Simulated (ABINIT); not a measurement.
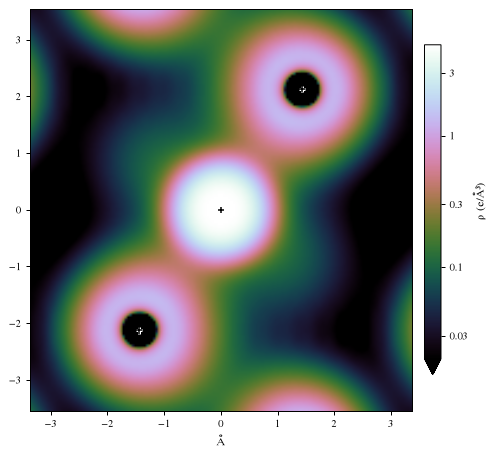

The valence charge density (pseudo) on a plane through atoms (crosses mark nuclei in the plane).

All numbers below come from Kohn-Sham DFT of a periodic cell, PBEsol, JTH PAW PBE v2.0 in ABINIT.

Candidates:
A. Pd, a = 3.89 Å, b = 3.89 Å, c = 3.89 Å, α = 90.00°, β = 90.00°, γ = 90.00°. Space group Fm-3m; computed pressure about −3 GPa in this cell.
B. ZrS2, a = 3.69 Å, b = 3.69 Å, c = 6.04 Å, α = 90.00°, β = 90.00°, γ = 120.00°. Space group P-3m1; a structure from a database of computed crystals, not necessarily the ambient phase; computed pressure about −2 GPa in this cell.

Which candidate gave the map?

Candidate B: ZrS2 on the (110) plane of the conventional cell, which holds Zr and S. Zr–S (2.57 Å): ρ is about 0.43 e/Å³ halfway.
